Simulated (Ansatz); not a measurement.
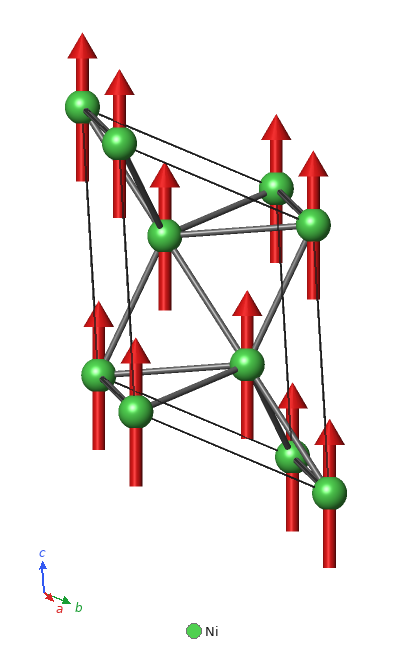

Ball-and-stick drawing of the structure, looking slightly off an axis. The lines enclose the cell (the run's own, in a reduced setting); boundary atoms appear with their images. Arrows are the site magnetic moments above 0.25 μB; longer means larger, and red and blue are up and down (without spin-orbit coupling the axis itself is arbitrary).

This is the state reached for Ni. Results below were computed with Ansatz 0.2.0, DFT LDA, scalar-relativistic, plane waves, PAW; the settings were plane waves to 420 eV, k-points about 0.23 Å⁻¹ apart, Gaussian smearing of 0.1 eV, collinear spins.

Question: Classify the order and state the moments.

Answer: Ferromagnetic (within this cell). Site moments: 3 Ni +0.6 μB. The net spin moment of the whole cell is 1.6 μB.

The structure was taken from a structure listed in the Materials Project. It was relaxed with Ansatz 0.2.0, DFT LDA, scalar-relativistic, plane waves, PAW under a constraint or pressure on the cell, so some stress remains.

At this level of theory the cell isn't at rest (compressed, at 27 GPa), so its distances can differ from those at equilibrium, the more so the softer the solid, and its magnetic state may change on relaxation.
